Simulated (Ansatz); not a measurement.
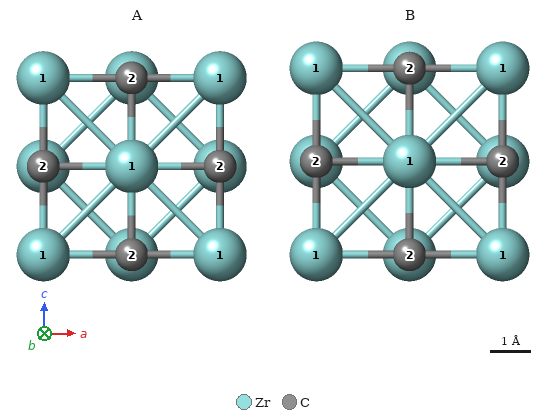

Two geometries of crystalline ZrC (a generated structure, set up in Fm-3m), drawn at one scale. One is the start of a relaxation, the other its converged end. The picture is a ball-and-stick view of the conventional cell (4 times the calculation's cell), seen along the b axis. Lengths and directions refer to the drawn axes.

Method: DFT, PBE, PAW with Ansatz's default frozen-core files, scalar-relativistic in Ansatz. Settings: plane-wave cutoff 420 eV; k-point mesh 14 × 14 × 14; occupations fermi dirac; smearing width 0.05 eV; no spin polarisation; cell and atoms relaxed; force threshold 0.005 eV/Å; at most 80 steps.

Question: Which geometry has the lower energy?

Answer: Structure B is the relaxed one. Case: cell and atoms relaxed from a first guess. Over 4 accepted moves (6 points after the start) the energy falls by 258 meV per atom. All forces vanish by symmetry, so only the cell relaxes. Pressure: 48.95 GPa at the start and 0.01 GPa at the end. At 2 points the geometry stayed and the basis and grid were re-selected for the new cell (energy shift of 5.0 meV per atom at most each time). The atoms keep their places relative to the cell (all moves are under 0.005 Å). The drawn cell changes as follows: a = b = c 4.465 → 4.709 Å (+5.5 %); the volume changes by +17.3 %. Some distances before and after: Zr1–Zr1 3.157 → 3.329 Å, Zr1–C2 2.232 → 2.354 Å. The space group stays Fm-3m (No. 225).
